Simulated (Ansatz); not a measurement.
## Si₈HO₁₆ (charge +1): geometry relaxation (part 1 of 3)

Si₈HO₁₆ (defect cell, 25 atoms in the cell, total charge +1), computed with DFT PBE, scalar-relativistic, plane waves, PAW, PAW set soft_1, no spin polarisation (Ansatz 0.2.0).

The structure derives from an entry of the Crystallography Open Database. It belongs to a series of runs on one base structure; here: end point A relaxed. Figures and captions count atoms from 1; the log counts them from 0 in places.

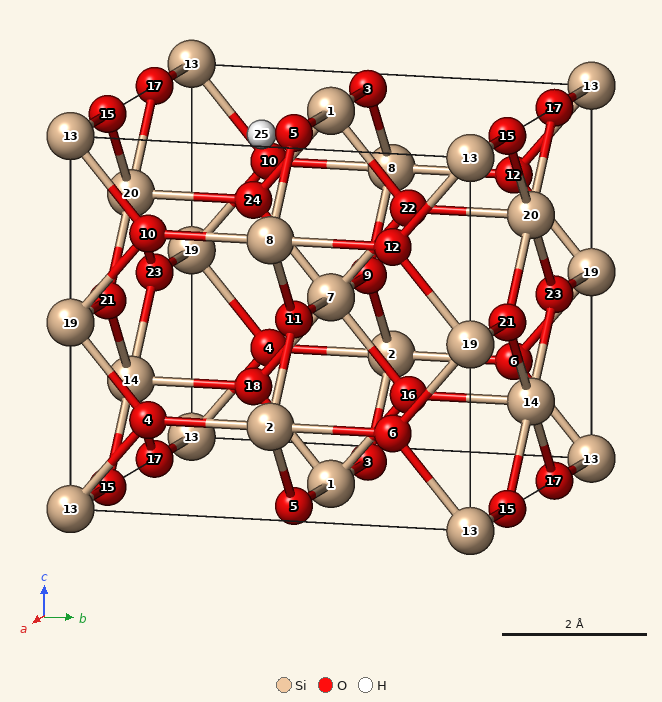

Figure 1. The structure as given in the input (ball-and-stick view of the cell of the calculation, seen slightly off an axis; atoms are numbered from 1 in the order of the input). An atom can appear more than once, as a periodic image.

**Input file**
```yaml
crystal:
  lattice:
    - [-4.1246, -4.1246, 0.0]
    - [4.1246, -4.1246, 0.0]
    - [0.0, 0.0, 5.2948]
  atoms:
    - { symbol: Si, position: [0.5, 0.5, 0.0] }
    - { symbol: Si, position: [0.0, 0.5, 0.25] }
    - { symbol: O, position: [0.1943, 0.5, 0.0] }
    - { symbol: O, position: [0.0, 0.1943, 0.25] }
    - { symbol: O, position: [0.8057, 0.5, 0.0] }
    - { symbol: O, position: [0.0, 0.8057, 0.25] }
    - { symbol: Si, position: [0.5, 0.5, 0.5] }
    - { symbol: Si, position: [0.0, 0.5, 0.75] }
    - { symbol: O, position: [0.1943, 0.5, 0.5] }
    - { symbol: O, position: [0.0, 0.1943, 0.75] }
    - { symbol: O, position: [0.8057, 0.5, 0.5] }
    - { symbol: O, position: [0.0, 0.8057, 0.75] }
    - { symbol: Si, position: [0.0, 0.0, 0.0] }
    - { symbol: Si, position: [0.5, 0.0, 0.25] }
    - { symbol: O, position: [0.6943, 0.0, 0.0] }
    - { symbol: O, position: [0.5, 0.6943, 0.25] }
    - { symbol: O, position: [0.3057, 0.0, 0.0] }
    - { symbol: O, position: [0.5, 0.3057, 0.25] }
    - { symbol: Si, position: [0.0, 0.0, 0.5] }
    - { symbol: Si, position: [0.5, 0.0, 0.75] }
    - { symbol: O, position: [0.6943, 0.0, 0.5] }
    - { symbol: O, position: [0.5, 0.6943, 0.75] }
    - { symbol: O, position: [0.3057, 0.0, 0.5] }
    - { symbol: O, position: [0.5, 0.3057, 0.75] }
    - { symbol: H, position: [0.2535505, 0.2516606, 0.8745209] }
total_charge: 1
basis:
  ecutwfc: 420.0
kpoints:
  mp_grid: { grid: [2, 2, 2] }
hamiltonian:
  xc: pbe
  pseudopotentials: { kind: paw, azcp: { folder: soft_1 } }
scf:
  occupations: { method: gaussian, width: 0.05 }
  lower_state_search: "off"
relax:
  f_tol: 0.03
  max_steps: 60
  adjacent_minimum: "off"
output:
  write_density: true
  write_potential: true
  elf: true
  volumetric_format: npy
```

Run on 1 thread of Arm Neoverse V2, 24 GiB of memory available, shared host.

Command:
```bash
ansatz run input.yaml --threads 1 --pin off --max-ram 3072MiB --backend cpu --events-out ev --progress --plain --runs-dir out
```

**The program's output**
```
Engine: ansatz 0.2.0, aarch64-unknown-linux-gnu
Pseudopotentials: kind: paw
Pseudopotential: Si, paw, valence charge 4, recommended cutoff 420 eV (normal), [file]
Pseudopotential: O, paw, valence charge 6, recommended cutoff 420 eV (normal), [file]
Pseudopotential: H, paw, valence charge 1, recommended cutoff 420 eV (normal), [file]
Functional definition: PBE
  parameter kappa = 0.804
  parameter beta = 0.06672455060314922
  exchange = pbe_x(kappa = kappa, mu = beta*pi^2/3)
  correlation = pbe_c(beta = beta)
Crystal: 25 atoms, lattice volume = 180.154 Å³
Basis set: ecut = 420 eV, 3517 PW (Γ), exchange–correlation on 80×80×72 points (8 copies of the dense FFT grid, shifted against one another)
Bands: 89, of which v1, the nominal top of the filled ones, is band 64 counted from 1 (63 counted from 0)
Symmetry: 1 space group operations
Space group: P1 (ITA 1), of the structure as read, at distance tolerance 5.6e-5 Å
k-points: 8
Non-local potential: Si, projectors of the file, l = 0: 2, l = 1: 2, l = 2: 1
Non-local potential: O, projectors of the file, l = 0: 2, l = 1: 2, l = 2: 1
Non-local potential: H, projectors of the file, l = 0: 2, l = 1: 1
PAW form: soft (Blöchl's): semilocal exchange-correlation on the pseudo side does not see the compensation charge
PAW one-centre angular grid: Si, 110 points (default); XC on 64 Gauss nodes
PAW one-centre angular grid: O, 110 points (default); XC on 64 Gauss nodes
PAW one-centre angular grid: H, 110 points (default); XC on 64 Gauss nodes
Initial density: superposition of atomic densities (chi_scale 0.1, normalization cell), built separately for each of the 2 bonded fragments (scf.initial_density.interfragment_charge_transfer: auto; true builds it for the cell as a whole; a typed value also counts as a typed key of the start: scf.initial_density.chi_scale says what that changes, if anything)
Initial wavefunctions: pseudopotential atomic-orbital guess
Functional: x = pbe(κ = 0.804, μ = 0.2195149727645171), c = pbe(β = 0.06672455060314922)
SCF iter   1: F=—  HF=-14225.378913 eV  |F-HF|=—  |Δ(HF+E_count)|=         —  Δρ=1.72e-1  dr2=4.29e1  ethr=3.10e-3  ⟨swp⟩=6.5  Hψ=3288  notcnv=0  defer=88
preconditioner: auto → Resta (q_TF=auto, 2.577 Å⁻¹)  ε∞=3.4  [insulator: Δε(μ)=6.594 eV  Ē_g=20.225 eV  σ=0.050 eV  W_gap=1.00  n_scr=48 (ndim 8)  ℏωp=31.3 eV  f_vac=0.000  D(μ)=0.00/eV (n_scr^D=0)  ε∞_Penn≈3.4]
SCF iter   2: F=—  HF=-14213.123184 eV  |F-HF|=—  |Δ(HF+E_count)|=    1.23e1  Δρ=5.01e-2  dr2=2.25e0  ethr=3.10e-3  ⟨swp⟩=4.5  Hψ=1638  notcnv=0  defer=150
SCF iter   3: F=—  HF=-14213.011905 eV  |F-HF|=—  |Δ(HF+E_count)|=   1.11e-1  Δρ=2.54e-2  dr2=4.82e-1  ethr=1.75e-3  ⟨swp⟩=2.0  Hψ=872  notcnv=0  defer=152
SCF iter   4: F=—  HF=-14213.076226 eV  |F-HF|=—  |Δ(HF+E_count)|=   6.43e-2  Δρ=1.75e-3  dr2=3.86e-3  ethr=3.77e-4  ⟨swp⟩=4.0  Hψ=1158  notcnv=0  defer=152
SCF iter   5: F=—  HF=-14213.079072 eV  |F-HF|=—  |Δ(HF+E_count)|=   2.85e-3  Δρ=5.35e-4  dr2=3.72e-4  ethr=3.01e-6  ⟨swp⟩=2.0  Hψ=1198  notcnv=0  defer=152
SCF iter   6: F=—  HF=-14213.079077 eV  |F-HF|=—  |Δ(HF+E_count)|=   5.74e-6  Δρ=2.91e-4  dr2=1.05e-4  ethr=2.91e-7  ⟨swp⟩=2.0  Hψ=1107  notcnv=0  defer=152
SCF iter   7: F=-14213.079059 eV  HF=-14213.079058 eV  |F-HF|=6.56e-7  |Δ(HF+E_count)|=   1.94e-5  Δρ=3.87e-5  dr2=2.01e-6  ethr=1.76e-8  ⟨swp⟩=9.2  Hψ=5392  notcnv=0
SCF 1 converged in 7 iterations: F = -14213.079059 eV  dr2 = 2.01e-6
  greatest PAW one-centre occupation: 0.865 electrons in one spin orbital (limit 2), on the O atom at site 23 (counted from 0), in its partial waves of l = 0
relax step   1: F+E_penalty+E_count = -14213.07905855 eV  Δ(F+E_penalty+E_count) = +0.000e0 eV  max|allowed force component| = 2.549e0 eV/Å  Δτ_max = 0.0000 Å  (7 SCF iters, dr2 threshold 2.25e-5 eV, accepted)
Initial density: handed on by an earlier stage of this run
Initial wavefunctions: those handed on with the density
iter 1 solved again at ethr=3.90e-5 eV; its pass at ethr=3.10e-3 eV (dr2=4.99e-2 eV) is discarded
SCF iter   1: F=—  HF=-14213.525159 eV  |F-HF|=—  |Δ(HF+E_count)|=         —  Δρ=5.39e-3  dr2=5.14e-2  ethr=3.90e-5  ⟨swp⟩=2.0  Hψ=2422  notcnv=0  defer=152
preconditioner: auto → Resta (q_TF=auto, 2.577 Å⁻¹)  ε∞=3.6  [insulator: Δε(μ)=4.705 eV  Ē_g=19.231 eV  σ=0.050 eV  W_gap=1.00  n_scr=48 (ndim 8)  ℏωp=31.3 eV  f_vac=0.000  D(μ)=0.00/eV (n_scr^D=0)  ε∞_Penn≈3.6]
SCF iter   2: F=—  HF=-14213.509981 eV  |F-HF|=—  |Δ(HF+E_count)|=   1.52e-2  Δρ=2.60e-3  dr2=1.17e-2  ethr=3.90e-5  ⟨swp⟩=2.1  Hψ=882  notcnv=0  defer=152
SCF iter   3: F=—  HF=-14213.506302 eV  |F-HF|=—  |Δ(HF+E_count)|=   3.68e-3  Δρ=5.16e-4  dr2=4.67e-4  ethr=9.18e-6  ⟨swp⟩=2.0  Hψ=934  notcnv=0  defer=152
SCF iter   4: F=—  HF=-14213.506230 eV  |F-HF|=—  |Δ(HF+E_count)|=   7.22e-5  Δρ=2.65e-4  dr2=7.39e-5  ethr=7.81e-8  ⟨swp⟩=10.0  Hψ=5878  notcnv=0
SCF iter   5: F=-14213.506220 eV  HF=-14213.506220 eV  |F-HF|=2.24e-7  |Δ(HF+E_count)|=   1.07e-5  Δρ=3.77e-5  dr2=2.14e-6  ethr=5.77e-8  ⟨swp⟩=10.9  Hψ=5981  notcnv=0
SCF 2 converged in 5 iterations: F = -14213.506220 eV  dr2 = 2.14e-6
  greatest PAW one-centre occupation: 0.864 electrons in one spin orbital (limit 2), on the O atom at site 23 (counted from 0), in its partial waves of l = 0
relax step   2: F+E_penalty+E_count = -14213.50621987 eV  Δ(F+E_penalty+E_count) = -4.272e-1 eV  max|allowed force component| = 1.612e0 eV/Å  Δτ_max = 0.0361 Å  (5 SCF iters, dr2 threshold 1.00e-4 eV, accepted)
SCF iter   1: F=—  HF=-14213.806703 eV  |F-HF|=—  |Δ(HF+E_count)|=         —  Δρ=8.60e-3  dr2=1.31e-1  ethr=1.03e-3  ⟨swp⟩=5.6  Hψ=1791  notcnv=0  defer=146
preconditioner: auto → Resta (q_TF=auto, 2.577 Å⁻¹)  ε∞=3.6  [insulator: Δε(μ)=5.851 eV  Ē_g=19.236 eV  σ=0.050 eV  W_gap=1.00  n_scr=48 (ndim 8)  ℏωp=31.3 eV  f_vac=0.000  D(μ)=0.00/eV (n_scr^D=0)  ε∞_Penn≈3.6]
SCF iter   2: F=—  HF=-14213.767878 eV  |F-HF|=—  |Δ(HF+E_count)|=   3.88e-2  Δρ=4.25e-3  dr2=2.98e-2  ethr=1.02e-4  ⟨swp⟩=2.1  Hψ=1039  notcnv=0  defer=146
SCF iter   3: F=—  HF=-14213.757346 eV  |F-HF|=—  |Δ(HF+E_count)|=   1.05e-2  Δρ=8.97e-4  dr2=1.31e-3  ethr=2.33e-5  ⟨swp⟩=2.0  Hψ=981  notcnv=0  defer=146
SCF iter   4: F=—  HF=-14213.757118 eV  |F-HF|=—  |Δ(HF+E_count)|=   2.28e-4  Δρ=4.11e-4  dr2=1.87e-4  ethr=1.02e-6  ⟨swp⟩=2.0  Hψ=1053  notcnv=0  defer=146
SCF iter   5: F=-14213.757096 eV  HF=-14213.757098 eV  |F-HF|=1.54e-6  |Δ(HF+E_count)|=   2.02e-5  Δρ=7.76e-5  dr2=9.56e-6  ethr=7.81e-8  ⟨swp⟩=9.8  Hψ=5553  notcnv=0
SCF 3 converged in 5 iterations: F = -14213.757096 eV  dr2 = 9.56e-6
  greatest PAW one-centre occupation: 0.862 electrons in one spin orbital (limit 2), on the O atom at site 23 (counted from 0), in its partial waves of l = 0
relax step   3: F+E_penalty+E_count = -14213.75709640 eV  Δ(F+E_penalty+E_count) = -2.509e-1 eV  max|allowed force component| = 2.326e-1 eV/Å  Δτ_max = 0.0589 Å  (5 SCF iters, dr2 threshold 1.00e-4 eV, accepted)
SCF iter   1: F=—  HF=-14213.769552 eV  |F-HF|=—  |Δ(HF+E_count)|=         —  Δρ=1.72e-3  dr2=4.72e-3  ethr=4.00e-5  ⟨swp⟩=4.2  Hψ=1584  notcnv=0  defer=146
[...]
preconditioner: auto → Resta (q_TF=auto, 2.577 Å⁻¹)  ε∞=3.6  [insulator: Δε(μ)=5.973 eV  Ē_g=19.231 eV  σ=0.050 eV  W_gap=1.00  n_scr=48 (ndim 8)  ℏωp=31.3 eV  f_vac=0.000  D(μ)=0.00/eV (n_scr^D=0)  ε∞_Penn≈3.6]
  greatest PAW one-centre occupation: 0.863 electrons in one spin orbital (limit 2), on the O atom at site 23 (counted from 0), in its partial waves of l = 0
relax step   4: F+E_penalty+E_count = -14213.76709483 eV  Δ(F+E_penalty+E_count) = -9.998e-3 eV  max|allowed force component| = 2.056e-1 eV/Å  Δτ_max = 0.0192 Å  (5 SCF iters, dr2 threshold 3.38e-6 eV, accepted)
preconditioner: auto → Resta (q_TF=auto, 2.577 Å⁻¹)  ε∞=3.6  [insulator: Δε(μ)=6.002 eV  Ē_g=19.240 eV  σ=0.050 eV  W_gap=1.00  n_scr=48 (ndim 8)  ℏωp=31.3 eV  f_vac=0.000  D(μ)=0.00/eV (n_scr^D=0)  ε∞_Penn≈3.6]
relax step   5: F+E_penalty+E_count = -14213.81975653 eV  Δ(F+E_penalty+E_count) = -5.266e-2 eV  max|allowed force component| = 8.016e-1 eV/Å  Δτ_max = 0.1006 Å  (6 SCF iters, dr2 threshold 2.64e-6 eV, accepted)
preconditioner: auto → Resta (q_TF=auto, 2.577 Å⁻¹)  ε∞=3.6  [insulator: Δε(μ)=6.175 eV  Ē_g=19.283 eV  σ=0.050 eV  W_gap=1.00  n_scr=48 (ndim 8)  ℏωp=31.3 eV  f_vac=0.000  D(μ)=0.00/eV (n_scr^D=0)  ε∞_Penn≈3.6]
relax step   6: F+E_penalty+E_count = -14214.10499476 eV  Δ(F+E_penalty+E_count) = -2.852e-1 eV  max|allowed force component| = 1.475e0 eV/Å  Δτ_max = 0.1947 Å  (6 SCF iters, dr2 threshold 1.00e-4 eV, accepted)
preconditioner: auto → Resta (q_TF=auto, 2.577 Å⁻¹)  ε∞=3.6  [insulator: Δε(μ)=6.166 eV  Ē_g=19.389 eV  σ=0.050 eV  W_gap=1.00  n_scr=48 (ndim 8)  ℏωp=31.3 eV  f_vac=0.000  D(μ)=0.00/eV (n_scr^D=0)  ε∞_Penn≈3.6]
  greatest PAW one-centre occupation: 0.870 electrons in one spin orbital (limit 2), on the O atom at site 23 (counted from 0), in its partial waves of l = 0
relax step   7: F+E_penalty+E_count = -14214.25234275 eV  Δ(F+E_penalty+E_count) = -1.473e-1 eV  max|allowed force component| = 2.384e0 eV/Å  Δτ_max = 0.1951 Å  (6 SCF iters, dr2 threshold 1.00e-4 eV, accepted)
preconditioner: auto → Resta (q_TF=auto, 2.577 Å⁻¹)  ε∞=3.6  [insulator: Δε(μ)=6.171 eV  Ē_g=19.360 eV  σ=0.050 eV  W_gap=1.00  n_scr=48 (ndim 8)  ℏωp=31.3 eV  f_vac=0.000  D(μ)=0.00/eV (n_scr^D=0)  ε∞_Penn≈3.6]
  greatest PAW one-centre occupation: 0.869 electrons in one spin orbital (limit 2), on the O atom at site 23 (counted from 0), in its partial waves of l = 0
relax step   8: F+E_penalty+E_count = -14214.54571869 eV  Δ(F+E_penalty+E_count) = -2.934e-1 eV  max|allowed force component| = 7.870e-1 eV/Å  Δτ_max = 0.2000 Å  (5 SCF iters, dr2 threshold 1.00e-4 eV, accepted)
preconditioner: auto → Resta (q_TF=auto, 2.577 Å⁻¹)  ε∞=3.6  [insulator: Δε(μ)=6.229 eV  Ē_g=19.346 eV  σ=0.050 eV  W_gap=1.00  n_scr=48 (ndim 8)  ℏωp=31.3 eV  f_vac=0.000  D(μ)=0.00/eV (n_scr^D=0)  ε∞_Penn≈3.6]
  greatest PAW one-centre occupation: 0.867 electrons in one spin orbital (limit 2), on the O atom at site 23 (counted from 0), in its partial waves of l = 0
relax step   9: F+E_penalty+E_count = -14214.63932810 eV  Δ(F+E_penalty+E_count) = -9.361e-2 eV  max|allowed force component| = 2.287e-1 eV/Å  Δτ_max = 0.1895 Å  (5 SCF iters, dr2 threshold 6.75e-5 eV, accepted)
preconditioner: auto → Resta (q_TF=auto, 2.577 Å⁻¹)  ε∞=3.6  [insulator: Δε(μ)=6.251 eV  Ē_g=19.337 eV  σ=0.050 eV  W_gap=1.00  n_scr=48 (ndim 8)  ℏωp=31.3 eV  f_vac=0.000  D(μ)=0.00/eV (n_scr^D=0)  ε∞_Penn≈3.6]
  greatest PAW one-centre occupation: 0.866 electrons in one spin orbital (limit 2), on the O atom at site 23 (counted from 0), in its partial waves of l = 0
relax step  10: F+E_penalty+E_count = -14214.64622626 eV  Δ(F+E_penalty+E_count) = -6.898e-3 eV  max|allowed force component| = 2.496e-2 eV/Å  Δτ_max = 0.0350 Å  (5 SCF iters, dr2 threshold 4.42e-6 eV, accepted)
preconditioner: auto → Resta (q_TF=auto, 2.577 Å⁻¹)  ε∞=3.6  [insulator: Δε(μ)=6.248 eV  Ē_g=19.338 eV  σ=0.050 eV  W_gap=1.00  n_scr=48 (ndim 8)  ℏωp=31.3 eV  f_vac=0.000  D(μ)=0.00/eV (n_scr^D=0)  ε∞_Penn≈3.6]
relax step  11: F+E_penalty+E_count = -14214.64622706 eV  Δ(F+E_penalty+E_count) = -7.944e-7 eV  max|allowed force component| = 2.498e-2 eV/Å  Δτ_max = 0.0000 Å  (3 SCF iters, accepted)
```

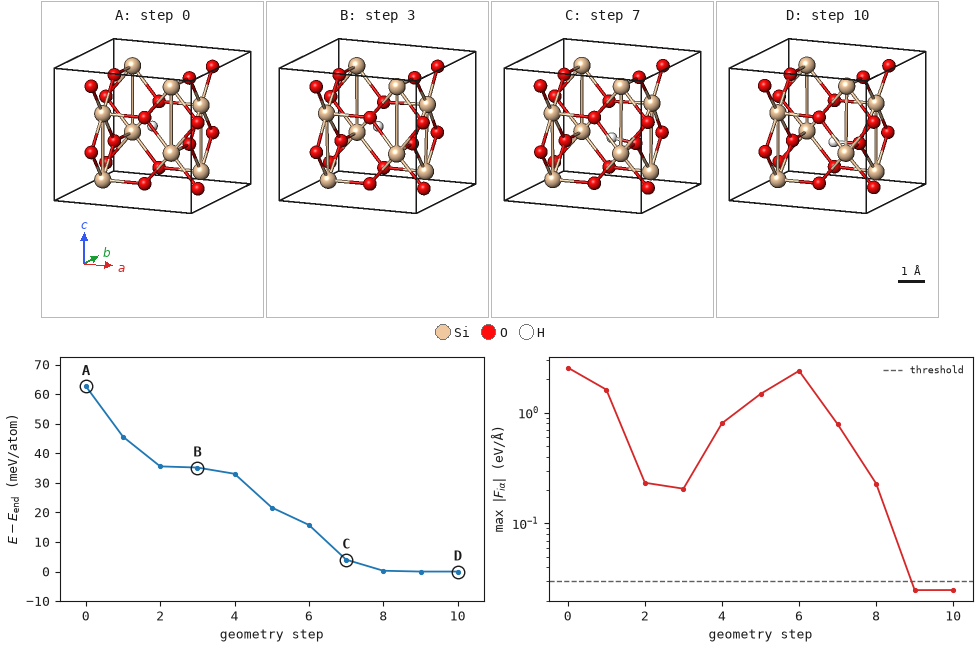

Figure 2. Frames of the relaxation (ball-and-stick view of the cell of the calculation (origin shifted), seen slightly off an axis) above the curves, on which the letters mark them (the first geometry is step 0 here and step 1 in the log).

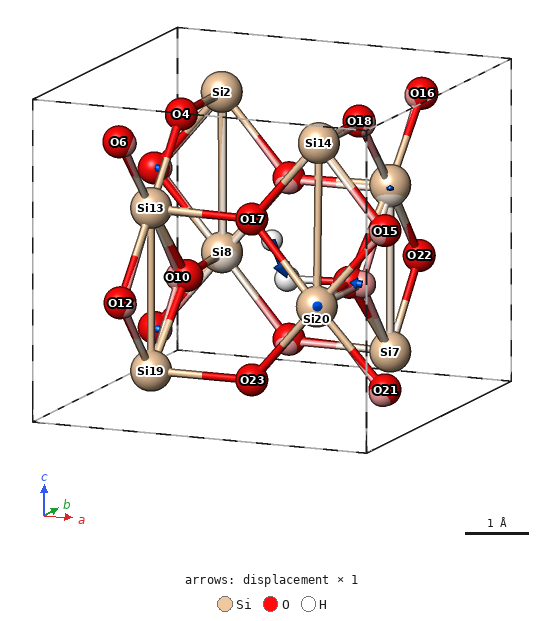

Figure 3. Start (faint) and end (solid) with the displacements as blue arrows, at true length (ball-and-stick view of the cell of the calculation (origin shifted), seen slightly off an axis). After 10 geometry steps the energy has fallen by 62.7 meV per atom. The largest force component goes from 2.5 to 0.025 eV/Å. The atom that moves furthest is H25 (0.68 Å). Largest moves by element: H 0.68 Å, O 0.21 Å, Si 0.14 Å. The cell doesn't change. Among the contacts that change: O24–H25 1.613 → 1.030 Å, Si1–O24 1.743 → 1.843 Å, Si20–O24 1.783 → 1.875 Å, Si1–Si7 2.647 → 2.737 Å. New bonds form: O24–H25 (1.61 → 1.03 Å). Among the angles that change: Si1–O22–Si7 98.9° → 104.8°, Si1–O18–Si7 98.9° → 95.3°, Si1–O22–Si20 130.6° → 127.5°. (Atoms are counted from 1 in the order of the input.)

```
NSCF: frozen V_eff on 8 k-points
the band table was solved once a step of the walk had ended and its energy, with any forces and stress, was formed, with the checks that follow a solve (4213 applications of the Hamiltonian). They found nothing against the state; the energy, forces and stress were not computed again (output.eigenvalues in the input reference)
Free energy (F): -14214.646227 eV
Harris-Foulkes:  -14214.646227 eV  (|F-HF|=7.97e-8)
Internal energy: -14214.646227 eV  (E = F + TS)
E sigma→0 (E₀):  -14214.646227 eV
Fermi energy:    14.167180 eV
```
